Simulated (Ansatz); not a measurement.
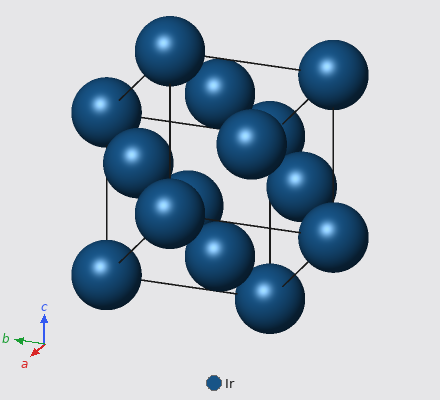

Ir (Fm-3m, No. 225): the input geometry of an electronic-structure calculation (not necessarily at equilibrium).

```
Ir
1.0
     3.84570    0.00000    0.00000
     0.00000    3.84570    0.00000
     0.00000    0.00000    3.84570
Ir
4
Direct
  0.00000 0.00000 0.00000
  0.00000 0.50000 0.50000
  0.50000 0.00000 0.50000
  0.50000 0.50000 0.00000
```

Question: What will a HAADF-like image along [110] show? Simulation: incoherent imaging, intensity Z^1.7 per atom, probe width 1.30 Å, thin sample. The probe carries 15 % of its weight in a tail 2.5 times as wide. A slight drift and the speckle of an amorphous layer were added.

Answer: The columns repeat on a centred rectangular net of 2.72 × 3.85 Å (plane group c2mm). All columns are alike (Ir). The shortest distance between visible columns is 2.36 Å in projection. Along the beam the structure repeats every 2.72 Å.

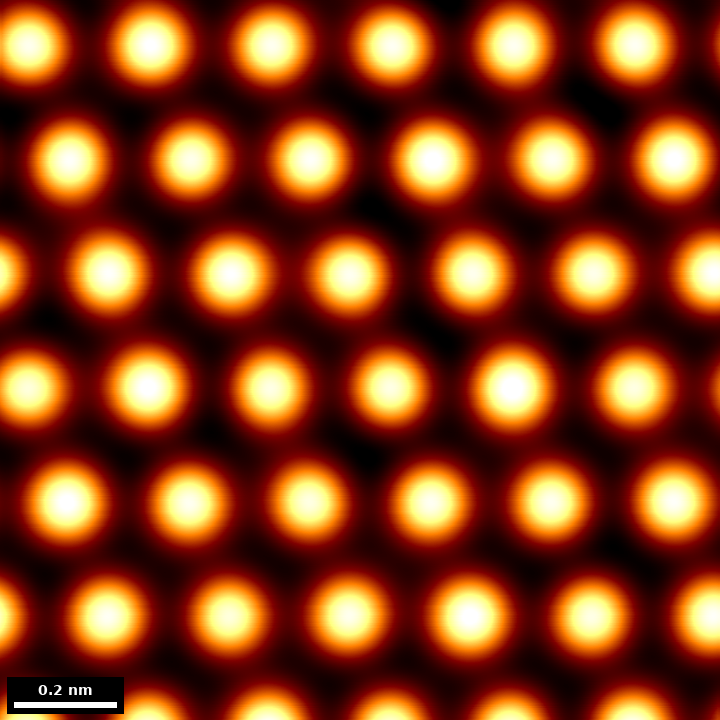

The simulated image.
